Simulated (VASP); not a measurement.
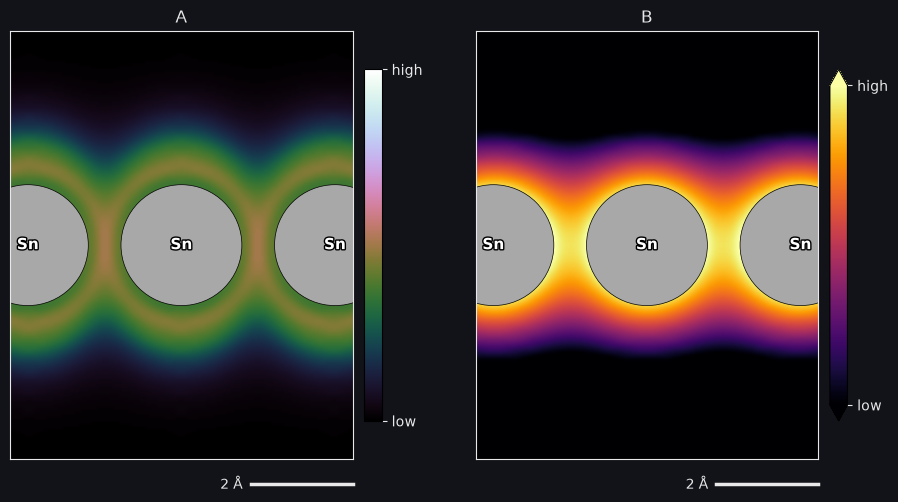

Sn: 2 fields on the (100) plane of the calculation cell, a cut from vacuum to vacuum, with unlabelled colour scales. Grey discs cover the atomic cores.

Level of theory: VASP, Kohn-Sham DFT of a periodic cell, PBE, VASP PAW PBE potentials, recommended.

**Which field does each panel show? The fields are: electron localisation function and valence pseudo-density.**

Panel A: electron localisation function. Panel B: valence pseudo-density. From the grid: Sn–Sn (3.01 Å): the density is about 0.25 e/Å³ at the midpoint; the ELF reaches about 0.50 near the midpoint.
